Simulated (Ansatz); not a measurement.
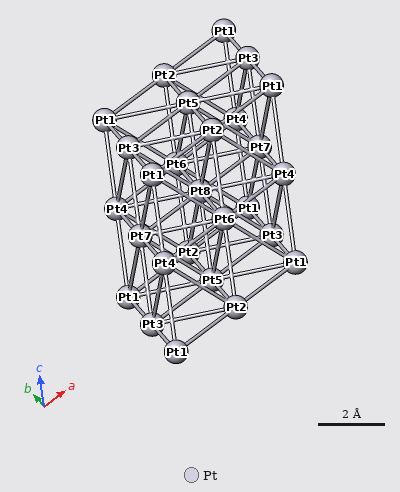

**Figure 1.** The starting structure (ball-and-stick view of the cell of the calculation, seen slightly off an axis; atoms are numbered from 1 in the order of the input). An atom can appear more than once, as a periodic image. Near neighbours in the periodic cell (some may lie outside the picture): Pt has 12 Pt at 2.79 Å.

Run report: Pt, geometry relaxation

System: Pt (8 atoms in the cell).
Method: DFT r2SCAN, scalar-relativistic, plane waves, PAW, no spin polarisation (Ansatz 0.2.0).

The structure derives from an entry of the Crystallography Open Database. It belongs to a series of runs on one base structure; here: 0 of 8 Pt sites taken by Ir, cell and atoms relaxed. Figures and captions count atoms from 1; the log counts them from 0 in places.

Output:
```
Engine: ansatz 0.2.0, x86_64-unknown-linux-gnu
Pseudopotentials: kind: paw
Pseudopotential: Pt, paw, valence charge 18, recommended cutoff 500 eV (meta_gga), Pt.paw.azcp
Functional definition: r2SCAN
  parameter k0 = 0.174
  parameter k1 = 0.065
  parameter a1 = 4.9479
  exchange = r2scan_x(k0 = k0, k1 = k1, a1 = a1)
  correlation = r2scan_c
Crystal: 8 atoms, lattice volume = 122.347 Å³
Basis set: ecut = 500 eV, 3119 PW (Γ), exchange–correlation on 180×180×180 points (64 copies of the dense FFT grid, shifted against one another)
Bands: 87, of which v1, the nominal top of the filled ones, is band 72 counted from 1 (71 counted from 0)
Symmetry: 384 space group operations
Space group: Fm-3m (ITA 225), of the structure as read, at distance tolerance 5.0e-5 Å
k-points: 29 of 512
Non-local potential: Pt, projectors of the file, l = 0: 3, l = 1: 2, l = 2: 2, l = 3: 1
PAW form: soft (Blöchl's): semilocal exchange-correlation on the pseudo side does not see the compensation charge
PAW frozen core: Pt, regenerated for the run's functional (the file was generated under x = pbe(κ = 0.804, μ = 0.2195149727645171), c = pbe(β = 0.06672455060314922))
PAW one-centre angular grid: Pt, 590 points (default); XC on 160 Gauss nodes
Initial density: superposition of atomic densities (neutral atoms: chi_scale 0, normalization atom), corrected by the library's trained network
Initial wavefunctions: pseudopotential atomic-orbital guess
Functional: x = r2scan, c = r2scan; τ floored in thin density (d = 2e-4 eV/Å³)
SCF iter   1: F=—  HF=-100294.272411 eV  |F-HF|=—  |Δ(HF+E_count)|=         —  Δρ=1.32e-2  dr2=1.59e-1  dr2_τ=8.96e-2  ethr=1.77e-3  ⟨swp⟩=5.4  Hψ=8592  notcnv=0  defer=44
preconditioner: auto → Kerker (q_TF=auto, 2.803 Å⁻¹)  [metal: Δε(μ)=0.013 eV  Ē_g=9.184 eV  σ=0.100 eV  W_gap=0.07  n_scr=58 (ndim 8)  ℏωp=30.0 eV  f_vac=0.000  D(μ)=18.03/eV (n_scr^D=282)]
SCF iter   2: F=—  HF=-100294.311051 eV  |F-HF|=—  |Δ(HF+E_count)|=   3.86e-2  Δρ=6.36e-3  dr2=2.99e-2  dr2_τ=4.88e-3  ethr=1.10e-4  ⟨swp⟩=2.0  Hψ=3911  notcnv=0  defer=90
SCF iter   3: F=—  HF=-100294.313913 eV  |F-HF|=—  |Δ(HF+E_count)|=   2.86e-3  Δρ=1.67e-3  dr2=2.00e-3  dr2_τ=9.25e-5  ethr=2.07e-5  ⟨swp⟩=2.0  Hψ=3390  notcnv=0  defer=90
SCF iter   4: F=—  HF=-100294.314977 eV  |F-HF|=—  |Δ(HF+E_count)|=   1.06e-3  Δρ=3.84e-4  dr2=1.17e-4  dr2_τ=1.00e-5  ethr=1.39e-6  ⟨swp⟩=2.0  Hψ=3456  notcnv=0  defer=90
SCF iter   5: F=—  HF=-100294.315088 eV  |F-HF|=—  |Δ(HF+E_count)|=   1.12e-4  Δρ=1.15e-4  dr2=1.41e-5  dr2_τ=7.93e-7  ethr=8.13e-8  ⟨swp⟩=2.5  Hψ=4347  notcnv=0  defer=90
SCF iter   6: F=—  HF=-100294.315347 eV  |F-HF|=—  |Δ(HF+E_count)|=   2.58e-4  Δρ=2.30e-5  dr2=5.01e-7  dr2_τ=9.37e-8  ethr=9.81e-9  ⟨swp⟩=2.0  Hψ=3466  notcnv=0  defer=90
SCF iter   7: F=-100294.315347 eV  HF=-100294.315347 eV  |F-HF|=6.37e-9  |Δ(HF+E_count)|=   2.47e-7  Δρ=7.91e-6  dr2=6.46e-8  dr2_τ=2.23e-9  ethr=6.94e-11  ⟨swp⟩=8.6  Hψ=9638  notcnv=0
SCF 1 converged in 7 iterations: F = -100294.315347 eV  dr2 = 6.46e-8
  greatest PAW one-centre occupation: 1.000 electrons in one spin orbital (limit 2), on the Pt atom at site 7 (counted from 0), in its partial waves of l = 0
relax step   1: F+E_penalty+E_count = -100294.31534714 eV  Δ(F+E_penalty+E_count) = +0.000e0 eV  max|allowed force component| = 3.517e-28 eV/Å  Δτ_max = 0.0000 Å  P = -0.119 GPa  Ω = 122.347 Å³  (7 SCF iters, dr2 threshold 1.00e-7 eV, accepted)
Initial density: handed on by an earlier stage of this run
Initial wavefunctions: pseudopotential atomic-orbital guess (no wavefunctions were taken with the density)
iter 1 solved again at ethr=2.30e-8 eV; its pass at ethr=3.10e-3 eV (dr2=3.31e-5 eV) is discarded
SCF iter   1: F=—  HF=-100294.315097 eV  |F-HF|=—  |Δ(HF+E_count)|=         —  Δρ=8.03e-6  dr2=6.70e-8  dr2_τ=2.54e-9  ethr=2.30e-8  ⟨swp⟩=4.7  Hψ=16634  notcnv=0
preconditioner: auto → Kerker (q_TF=auto, 2.803 Å⁻¹)  [metal: Δε(μ)=0.018 eV  Ē_g=9.142 eV  σ=0.100 eV  W_gap=0.10  n_scr=58 (ndim 8)  ℏωp=30.0 eV  f_vac=0.000  D(μ)=17.72/eV (n_scr^D=282)]
SCF iter   2: F=—  HF=-100294.315347 eV  |F-HF|=—  |Δ(HF+E_count)|=   2.51e-4  Δρ=4.69e-6  dr2=2.04e-8  dr2_τ=1.22e-9  ethr=4.65e-11  ⟨swp⟩=2.1  Hψ=3750  notcnv=0
SCF iter   3: F=—  HF=-100294.315347 eV  |F-HF|=—  |Δ(HF+E_count)|=   1.73e-8  Δρ=1.61e-6  dr2=2.33e-9  dr2_τ=1.43e-10  ethr=1.42e-11  ⟨swp⟩=2.0  Hψ=3664  notcnv=0
SCF iter   4: F=-100294.315347 eV  HF=-100294.315347 eV  |F-HF|=5.82e-11  |Δ(HF+E_count)|=   3.26e-9  Δρ=2.84e-7  dr2=1.10e-10  dr2_τ=9.31e-12  ethr=1.00e-12  ⟨swp⟩=5.3  Hψ=8773  notcnv=0
SCF 2 converged in 4 iterations: F = -100294.315347 eV  dr2 = 1.10e-10
relax step   2: F+E_penalty+E_count = -100294.31534716 eV  Δ(F+E_penalty+E_count) = -2.165e-8 eV  max|allowed force component| = 2.306e-28 eV/Å  Δτ_max = 0.0000 Å  P = -0.119 GPa  Ω = 122.347 Å³  stress off target by 1.19e-1 GPa  SCF on the basis re-selected at this cell (its energy is not comparable with the rows above)  (4 SCF iters)
```

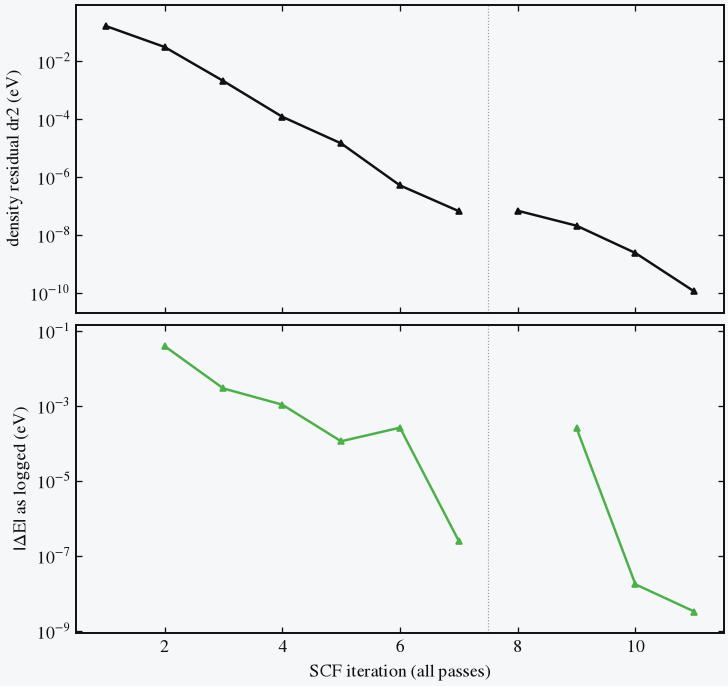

**Figure 2.** Convergence of the self-consistent field: density residual dr2 and size of the energy change against the SCF iteration. The dotted lines part the SCF passes of the relaxation: geometry steps, rejected trials and re-solves on a re-selected basis. The passes take 7 and 4 iterations.

```
basis re-selected at this cell: Δ(F+E_penalty+E_count) = -2.165e-8 eV, ΔP = +0.000 GPa vs the last step (what re-selecting the basis moved, of the pressure what is left beyond the Pulay correction that the steps carried, after the strain that the cell walked since its last selection, with what the two solves' SCF thresholds leave and, on support functions, any second-order correction that the steps lacked; it is no measure of the basis error at this ecutwfc). This SCF's stress stands 1.19e-1 GPa from its target on what of the cell is left free (relax.cell.stress_tol is 1.50e-1 GPa) and its largest allowed force component is 2.31e-28 eV/Å (relax.f_tol is 1.50e-2 eV/Å): within both
SCF converged after 4 iterations
Free energy (F): -100294.315347 eV
Harris-Foulkes:  -100294.315347 eV  (|F-HF|=5.82e-11)
Internal energy: -100294.226759 eV  (E = F + TS)
E sigma→0 (E₀):  -100294.271053 eV
Entropy (-TS):   -0.088588 eV (-11.073 meV/atom)
Fermi energy:    22.670220 eV
--- Per-component energies (eV) ---
  E_band       = -1230.002379
  E_kinetic    = 5102.646982
  E_local      = -11871.916203  (includes V_loc(G=0)·N_el)
  E_nonlocal   = 1615.946014
  E_hartree    = 4416.460476
  E_xc         = -2001.555686
  E_vxc        = -2701.156052  (∫ρ·V_xc dr)
  E_paw        = -75838.823202  (= ΣΔE_a)
  E_vpaw       = -2380.991154  (= ΣTr[D̂ρ^β])
  E_aug_tail   = 0.001214  (compensation charges beyond the density's cutoff)
  E_vtau       = 172.547008  (kinetic-family band-sum trace: ∫τ·v_τ [+ j·A + Jᵃ·Aᵃ] dr)
  E_ewald      = -21715.134398
  E_core_change = -1.851956  (= ΣΔE_core)
  E_smearing   = -0.088588  (= −TS)
  E_closure    = -0.000000  (closes the sum)
  Σ components = -100294.315347   (vs F -100294.315347, Δ=0.00e0)
--- Forces (eV/Å), atoms counted from 1 ---
  atom   1  Pt    -0.00000000    -0.00000000    -0.00000000
  atom   2  Pt    -0.00000000    -0.00000000     0.00000000
  atom   3  Pt    -0.00000000     0.00000000     0.00000000
  atom   4  Pt    -0.00000000     0.00000000    -0.00000000
  atom   5  Pt    -0.00000000    -0.00000000     0.00000000
  atom   6  Pt    -0.00000000    -0.00000000     0.00000000
  atom   7  Pt    -0.00000000    -0.00000000    -0.00000000
  atom   8  Pt    -0.00000000    -0.00000000     0.00000000
  max |Σ_I F_I| component: 2.24e-27 eV/Å
--- Stress (GPa, compression-positive) ---
       -0.118828       0.000000       0.000000
       -0.000000      -0.118828       0.000000
        0.000000       0.000000      -0.118828
  P = ⅓ Tr σ = -0.1188 GPa (-1.188 kbar)
--- Band table (eV; the first three rows and the last of 29) ---
  k-point 0: bands = ["-77.8154", "-77.7800", "-77.7800", "-77.7800", "-77.7800", "-77.7683", "-77.7683", "-77.7683", "-31.6809", "-31.6809", "-31.6809", "-31.6809", "-31.6560", "-31.6560", "-31.6560", "-31.3796", "-31.3796", "-31.3796", "-31.3796", "-31.3796", "-31.3796", "-31.2674", "-31.2674", "-31.2674", "-31.2674", "-31.2674", "-31.2674", "-31.2674", "-31.2674", "-31.1967", "-31.1967", "-31.1967", "12.3847", "15.2761", "15.2761", "15.2761", "15.2761", "15.5563", "15.5563", "15.5563", "15.9803", "15.9803", "15.9803", "18.7638", "18.7638", "18.7638", "18.7638", "18.7638", "18.7638", "18.7638", "18.7638", "18.8604", "18.8604", "18.8604", "20.9743", "20.9743", "22.4778", "22.4778", "22.4778", "22.4778", "22.6319", "22.6319", "22.6319", "22.7160", "22.7160", "22.7160", "22.7160", "22.7160", "22.7160", "22.7160", "22.7160", "23.2041", "23.2041", "23.2041", "23.2041", "23.2041", "23.2041", "24.6906", "24.6906", "24.6906", "28.7689", "28.7689", "28.7689", "28.7689", "31.9185", "31.9185", "31.9185"]
  k-point 1: bands = ["-77.8140", "-77.7813", "-77.7795", "-77.7795", "-77.7795", "-77.7687", "-77.7687", "-77.7687", "-31.6731", "-31.6731", "-31.6731", "-31.6629", "-31.6469", "-31.6469", "-31.6469", "-31.3858", "-31.3858", "-31.3858", "-31.3754", "-31.3754", "-31.3754", "-31.2789", "-31.2789", "-31.2789", "-31.2717", "-31.2717", "-31.2717", "-31.2647", "-31.2647", "-31.2156", "-31.1994", "-31.1994", "12.5472", "15.2794", "15.4053", "15.4053", "15.4053", "15.6547", "15.6547", "15.6547", "16.0718", "16.0718", "16.0718", "18.6642", "18.6642", "18.6642", "18.7901", "18.8070", "18.8070", "18.8778", "18.8778", "18.8778", "18.9243", "18.9243", "20.9400", "20.9400", "21.3590", "21.3590", "21.3590", "21.7329", "22.4410", "22.4410", "22.4410", "22.4813", "22.4813", "22.4813", "22.5676", "22.5676", "22.7253", "22.7253", "22.7253", "23.1121", "23.1121", "23.1121", "23.7904", "23.7904", "23.7904", "25.1772", "25.1772", "25.1772", "28.8507", "28.8507", "28.8507", "29.7555", "32.0274", "32.0274", "32.0274"]
  k-point 2: bands = ["-77.8102", "-77.7852", "-77.7783", "-77.7783", "-77.7783", "-77.7700", "-77.7700", "-77.7700", "-31.6518", "-31.6518", "-31.6518", "-31.6236", "-31.6236", "-31.6236", "-31.6115", "-31.4004", "-31.4004", "-31.4004", "-31.3633", "-31.3633", "-31.3633", "-31.3105", "-31.3105", "-31.3105", "-31.2840", "-31.2840", "-31.2840", "-31.2691", "-31.2571", "-31.2571", "-31.2071", "-31.2071", "13.0148", "15.2448", "15.7586", "15.7586", "15.7586", "15.9085", "15.9085", "15.9085", "16.3641", "16.3641", "16.3641", "18.4080", "18.4080", "18.4080", "18.6188", "18.9267", "18.9267", "19.0831", "19.0831", "19.2133", "19.2133", "19.2133", "20.1913", "20.1913", "20.1913", "20.3287", "20.8774", "20.8774", "21.1654", "21.1654", "21.1654", "21.9710", "21.9710", "21.9710", "22.1730", "22.1730", "22.7525", "22.7525", "22.7525", "22.9907", "22.9907", "22.9907", "24.8094", "24.8094", "24.8094", "25.7117", "25.7117", "25.7117", "29.1329", "29.1329", "29.1329", "31.8918", "31.9694", "31.9694", "31.9694"]
  k-point 28: bands = ["-77.7883", "-77.7883", "-77.7883", "-77.7883", "-77.7717", "-77.7717", "-77.7717", "-77.7717", "-31.5472", "-31.5472", "-31.5472", "-31.5472", "-31.4855", "-31.4855", "-31.4855", "-31.4855", "-31.4846", "-31.4846", "-31.4846", "-31.4846", "-31.3289", "-31.3289", "-31.3289", "-31.3289", "-31.3226", "-31.3226", "-31.3226", "-31.3226", "-31.2635", "-31.2635", "-31.2635", "-31.2635", "15.7987", "15.7987", "15.7987", "15.7987", "17.3644", "17.3644", "17.3644", "17.3644", "17.5261", "17.5261", "17.5261", "17.5261", "17.7280", "17.7280", "17.7280", "17.7280", "18.1325", "18.1325", "18.1325", "18.1325", "18.8262", "18.8262", "18.8262", "18.8262", "20.5544", "20.5544", "20.5544", "20.5544", "20.5967", "20.5967", "20.5967", "20.5967", "20.6801", "20.6801", "20.6801", "20.6801", "22.2411", "22.2411", "22.2411", "22.2411", "22.7059", "22.7059", "22.7059", "22.7059", "27.0260", "27.0260", "27.0260", "27.0260", "32.6122", "32.6122", "32.6122", "32.6122", "32.9894", "32.9894", "32.9894"]
--- Relaxed structure (1 steps of the walk, 1 accepted, 1 SCFs on fresh bases) ---
  F+E_penalty+E_count = -100294.31534716 eV   max|allowed force component| = 2.306e-28 eV/Å   (the final SCF, on the basis selected at the relaxed cell)
  cell:  # Å, volume = 122.3465 Å³
    - [-3.9402207624, 3.9402207624, 0.0]
    - [-3.9402207624, 0.0, 3.9402207624]
    - [0.0, 3.9402207624, 3.9402207624]
  atoms:
    - { symbol: Pt, position: [0.0, 0.0, 0.0] }
    - { symbol: Pt, position: [0.49999999999999994, 0.0, 0.0] }
    - { symbol: Pt, position: [0.0, 0.49999999999999994, 0.0] }
    - { symbol: Pt, position: [0.0, 0.0, 0.49999999999999994] }
    - { symbol: Pt, position: [0.4999999999999999, 0.49999999999999994, 0.0] }
    - { symbol: Pt, position: [0.4999999999999999, 0.0, 0.49999999999999994] }
    - { symbol: Pt, position: [0.0, 0.49999999999999994, 0.49999999999999994] }
    - { symbol: Pt, position: [0.49999999999999994, 0.49999999999999994, 0.49999999999999994] }
```

Trajectory as extended XYZ (Å, eV, eV/Å), 2 frames, from step=1 to step=2:
```
8
Lattice="-3.9402 3.9402 0.0000 -3.9402 0.0000 3.9402 0.0000 3.9402 3.9402" Properties=species:S:1:pos:R:3:forces:R:3 step=1 energy=-100294.31535 pressure_GPa=-0.12
Pt    0.0000    0.0000    0.0000    0.0000   0.0000   0.0000
Pt   -1.9701    1.9701    0.0000    0.0000   0.0000   0.0000
Pt   -1.9701    0.0000    1.9701    0.0000   0.0000   0.0000
Pt    0.0000    1.9701    1.9701    0.0000   0.0000   0.0000
Pt   -3.9402    1.9701    1.9701    0.0000   0.0000   0.0000
Pt   -1.9701    3.9402    1.9701    0.0000   0.0000   0.0000
Pt   -1.9701    1.9701    3.9402    0.0000   0.0000   0.0000
Pt   -3.9402    3.9402    3.9402    0.0000   0.0000   0.0000
8
Lattice="-3.9402 3.9402 0.0000 -3.9402 0.0000 3.9402 0.0000 3.9402 3.9402" Properties=species:S:1:pos:R:3:forces:R:3 step=2 energy=-100294.31535 pressure_GPa=-0.12
Pt    0.0000    0.0000    0.0000    0.0000   0.0000   0.0000
Pt   -1.9701    1.9701    0.0000    0.0000   0.0000   0.0000
Pt   -1.9701    0.0000    1.9701    0.0000   0.0000   0.0000
Pt    0.0000    1.9701    1.9701    0.0000   0.0000   0.0000
Pt   -3.9402    1.9701    1.9701    0.0000   0.0000   0.0000
Pt   -1.9701    3.9402    1.9701    0.0000   0.0000   0.0000
Pt   -1.9701    1.9701    3.9402    0.0000   0.0000   0.0000
Pt   -3.9402    3.9402    3.9402    0.0000   0.0000   0.0000
```

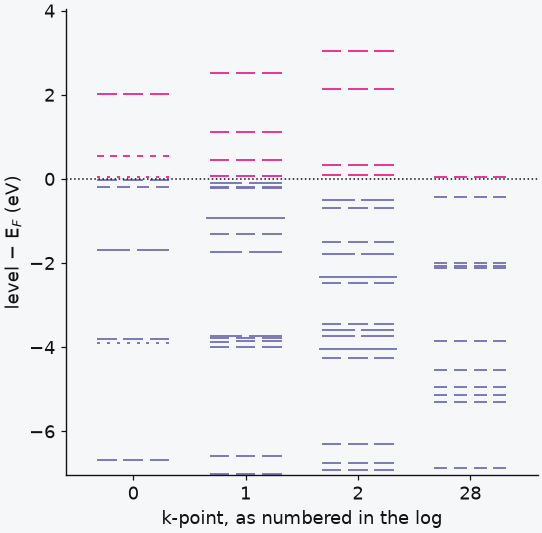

**Figure 3.** Kohn–Sham levels near the Fermi level (dotted) at the few k-points that the log prints; levels within 0.02 eV of each other stand side by side. The system is metallic on the full mesh.

This output came from the following input.

Input:
```yaml
crystal:
  lattice:
    - [-3.9402207624, 3.9402207624, 0.0]
    - [-3.9402207624, 0.0, 3.9402207624]
    - [0.0, 3.9402207624, 3.9402207624]
  atoms:
    - { symbol: Pt, position: [0.0, 0.0, 0.0] }
    - { symbol: Pt, position: [0.5, 0.0, 0.0] }
    - { symbol: Pt, position: [0.0, 0.5, 0.0] }
    - { symbol: Pt, position: [0.0, 0.0, 0.5] }
    - { symbol: Pt, position: [0.5, 0.5, 0.0] }
    - { symbol: Pt, position: [0.5, 0.0, 0.5] }
    - { symbol: Pt, position: [0.0, 0.5, 0.5] }
    - { symbol: Pt, position: [0.5, 0.5, 0.5] }
basis:
  ecutwfc: 500
kpoints:
  mp_grid: { grid: [8, 8, 8] }
hamiltonian:
  xc: r2scan
scf:
  occupations: { method: gaussian, width: 0.1 }
output:
  forces: true
  stress: true
  eigenvalues: true
relax:
  adjacent_minimum: "off"
  f_tol: 0.015
  max_steps: 60
  cell: { stress_tol: 0.15 }
```

Run as:
```bash
ansatz run input.yaml --threads 1 --pin off --max-ram 2560MiB --backend cpu --events-out ev --progress --plain --runs-dir out
```

Summary:

- outcome: converged
- space group (tolerance 0.01 Å): Fm-3m (225)
- electrons treated: 144
- free energy: −100294.3153 eV
- Fermi energy: 22.670 eV
- gap on the k-point mesh: none (metallic)
- pressure: −0.12 GPa
- final volume: 122.35 Å³
- largest force (length of the vector) at the end: under 0.001 eV/Å
- final cell: a = 5.572 Å, b = 5.572 Å, c = 5.572 Å, α = 60.00°, β = 60.00°, γ = 60.00°
- hardware: 1 thread of AMD EPYC (Zen 3), 32 GiB of memory available, shared host
- wall time: 53 s
- peak memory: 0.97 GiB

Remarks:

Spin–orbit coupling is left out, which matters for Pt.
